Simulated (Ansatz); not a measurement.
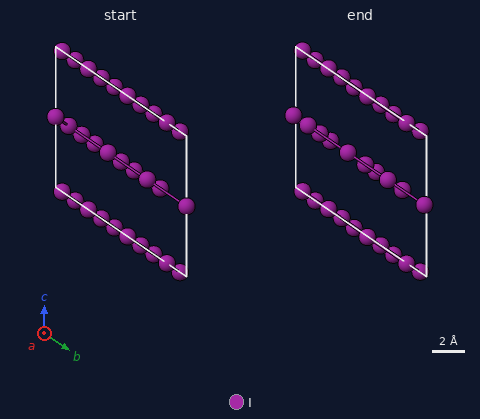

The structure of a defect cell of composition I before (left) and after (right) a relaxation, at one scale.

Style: ball-and-stick. Shown: the cell of the calculation (origin shifted), along the a axis.

Case: I vacancy, atoms relaxed.

Computed with DFT PBE+D3(BJ), scalar-relativistic, plane waves, PAW (Ansatz 0.2.0).

The input:
```yaml
crystal:
  lattice:
    - [4.5225936229, -9.0346215165, 0.0]
    - [-9.0451872457, -4.5173107582, 0.0]
    - [2.2612968114, 6.7759661373, -7.4025440439]
  atoms:
    - { symbol: I, position: [0.85, 0.55, 0.5] }
    - { symbol: I, position: [0.75, 0.25, 0.5] }
    - { symbol: I, position: [0.9, 0.7, 0.0] }
    - { symbol: I, position: [0.8, 0.4, 0.0] }
    - { symbol: I, position: [0.7, 0.1, 0.0] }
    - { symbol: I, position: [0.65, 0.95, 0.5] }
    - { symbol: I, position: [0.55, 0.65, 0.5] }
    - { symbol: I, position: [0.45, 0.35, 0.5] }
    - { symbol: I, position: [0.35, 0.05, 0.5] }
    - { symbol: I, position: [0.6, 0.8, 0.0] }
    - { symbol: I, position: [0.5, 0.5, 0.0] }
    - { symbol: I, position: [0.4, 0.2, 0.0] }
    - { symbol: I, position: [0.25, 0.75, 0.5] }
    - { symbol: I, position: [0.15, 0.45, 0.5] }
    - { symbol: I, position: [0.05, 0.15, 0.5] }
    - { symbol: I, position: [0.3, 0.9, 0.0] }
    - { symbol: I, position: [0.2, 0.6, 0.0] }
    - { symbol: I, position: [0.1, 0.3, 0.0] }
    - { symbol: I, position: [0.0, 0.0, 0.0] }
basis:
  ecutwfc: 420
kpoints:
  mp_grid: { grid: [4, 4, 4] }
hamiltonian:
  xc: pbe
  dispersion: d3bj
scf:
  occupations: { method: gaussian, width: 0.1 }
output:
  forces: true
  stress: true
  eigenvalues: true
  write_density: true
  write_potential: true
  elf: true
  volumetric_format: npy
relax:
  adjacent_minimum: "off"
  f_tol: 0.02
  max_steps: 50
```

Command:
```bash
ansatz run input.yaml --threads 4 --pin off --max-ram 9216MiB --backend cpu --events-out ev --progress --plain --runs-dir out
```

### Summarise the run.

The run was cut off at its time limit before the relaxation converged, so the last structure is only a point on the way. The largest moves, 0.33 Å, are those of I2 and I14. I14 goes roughly along +b. The cell stays as it was. Near-neighbour distances that change, for instance: I14–I15 3.196 → 3.689 Å, I6–I9 3.196 → 3.685 Å, I1–I14 3.196 → 2.944 Å, I1–I7 3.196 → 3.003 Å. Bond angles that change, for instance: I1–I14–I8 180.0° → 172.9°, I8–I14–I13 90.1° → 95.9°. Over 3 accepted moves (4 points after the start) the energy falls by 0.745 eV per cell of the calculation. The largest force component goes from 0.74 to 0.11 eV/Å. The line search rejected the trial step at point 3 of the run. The run took 5.7 min on 4 threads of Intel(R) Xeon(R) Platinum 8259CL CPU @ 2.50GHz (Skylake/Cascade Lake), on a shared host, peak memory 4.3 GiB.
